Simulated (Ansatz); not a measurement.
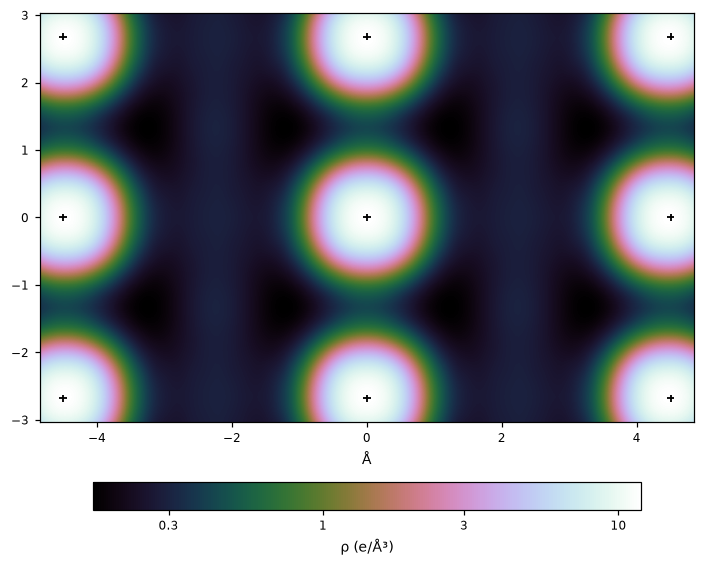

The valence pseudo-density on a plane through atoms (crosses mark nuclei in the plane).

These are results of DFT, r2SCAN, plane waves (500 eV) with PAW, scalar-relativistic in Ansatz 0.2.0, not measurements.

Candidates:
A. Bi, a = 3.55 Å, b = 3.55 Å, c = 11.91 Å, α = 90.00°, β = 90.00°, γ = 120.00°. Space group P6₃/mmc; set up as Bi, dhcp; a generated structure, not necessarily the stable one; changed on purpose from its base cell (volume × 1.04); computed pressure about −2 GPa in this cell.
B. Pt, a = 4.50 Å, b = 4.50 Å, c = 2.68 Å, α = 90.00°, β = 90.00°, γ = 120.00°. Space group P6/mmm; set up as Pt, omega (AlB2-type); a generated structure, not necessarily the stable one; changed on purpose from its base cell (volume × 1.0).
C. Cs, a = 4.96 Å, b = 4.96 Å, c = 4.96 Å, α = 90.00°, β = 90.00°, γ = 90.00°. Space group Pm-3m; set up as Cs, simple cubic; a generated structure, not necessarily the stable one; changed on purpose from its base cell (volume × 0.96); computed without spin polarisation.

### Which system is this?

Candidate B: Pt on the (100) plane of the conventional cell, which holds Pt. Pt–Pt (2.68 Å): ρ is about 0.43 e/Å³ halfway.
